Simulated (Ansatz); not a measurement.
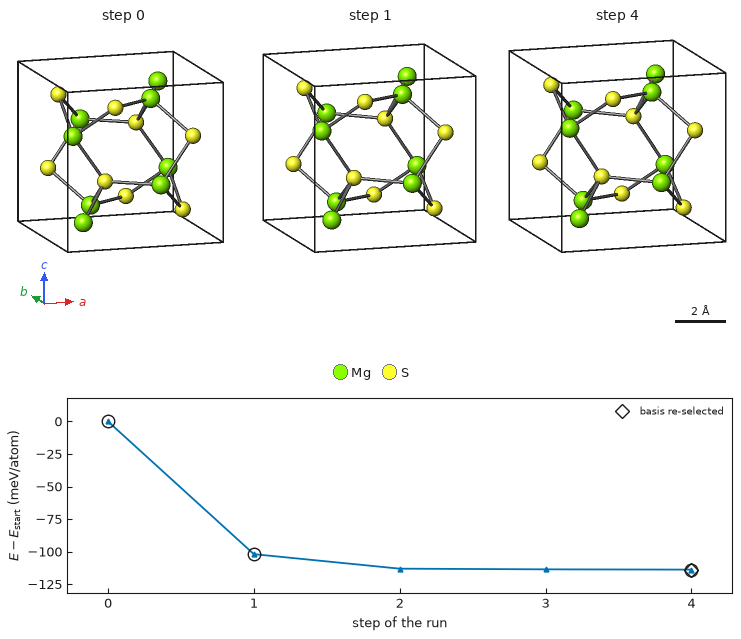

Frames of a relaxation of crystalline MgS (a generated structure, set up in Pa-3) (coarse preliminary run), marked on the history of the run. Style: ball-and-stick. Shown: the cell of the calculation, slightly off an axis.

The calculation used Ansatz, DFT PBE, scalar-relativistic, plane waves, PAW. (plane-wave cutoff 420 eV; k-point mesh 4 × 4 × 4; occupations gaussian; smearing width 0.1 eV; no spin polarisation; cell and atoms relaxed; force threshold 0.04 eV/Å; at most 70 steps)

### What happens along the run?

The largest moves relative to the cell, 0.14 Å, are those of Mg atoms. By element the largest moves are Mg 0.14 Å, S 0.06 Å. The volume changes by +17.6 %, with a = b = c 6.615 → 6.982 Å (+5.5 %). Among the contacts that change: Mg–S 2.375 → 2.521 Å, Mg–S 2.360 → 2.410 Å. Among the angles between lasting bonds that change: S–Mg–S 98.1° → 100.9°. The space group stays Pa-3 (No. 205). The energy falls by 114 meV per atom in 3 accepted moves (4 points after the start). Largest force component: 0.083 eV/Å at the start, 0.019 eV/Å at the end. The pressure goes from 12.38 to 0.04 GPa. The SCF was repeated once at an unchanged geometry on a basis and grid sized afresh for the cell, which shifted the energy by 0.2 meV per atom at most. From step 0 to 1: Mg atoms move most (0.10 Å), volume +11.4 %, energy −102 meV per atom. From step 1 to 4: Mg atoms move most (0.04 Å), volume +5.6 %, energy −11.9 meV per atom.
